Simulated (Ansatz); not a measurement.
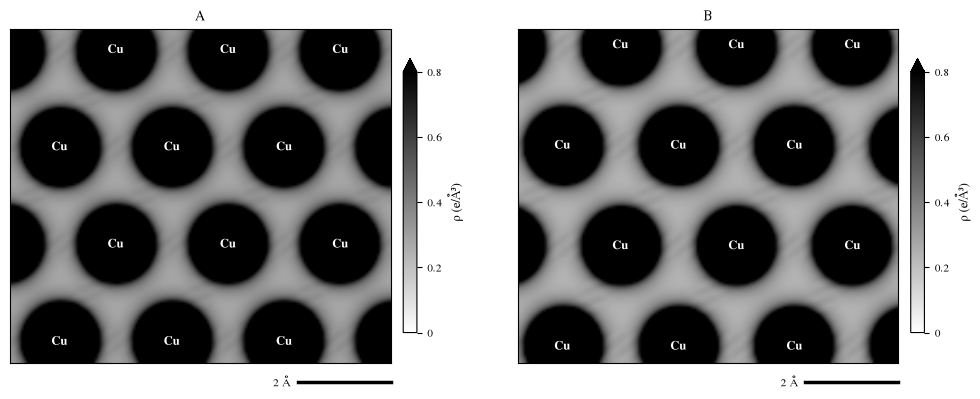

Cu. The valence pseudo-density of two cells that differ in size, on the (001) plane of each (indices in the axes of the calculation cell), at one length scale and on one colour scale; one has 10.1 and the other 11.1 Å³ an atom.

Theory: Ansatz 0.2.0, DFT r2SCAN, scalar-relativistic, plane waves, PAW.

In a PAW calculation such maps are meaningful between the atoms, not at the nuclei.

The larger cell:

```
Cu
1.0
     0.00000    1.77037    1.77037
     1.77037    0.00000    1.77037
     1.77037    1.77037    0.00000
Cu
1
Cartesian
  0.0000 0.0000 0.0000
```

The smaller cell: a = 2.424 Å, b = 2.424 Å, c = 2.424 Å, α = 60.00°, β = 60.00°, γ = 60.00°.

### Which panel shows the smaller cell, and what does the compression change?

Panel A is the smaller cell, by 9 % in volume. From the larger cell to the smaller, Cu–Cu goes from 2.50 to 2.42 Å, and the density at its midpoint from 0.29 to 0.34 e/Å³; the pressure goes from 5 to 29 GPa.
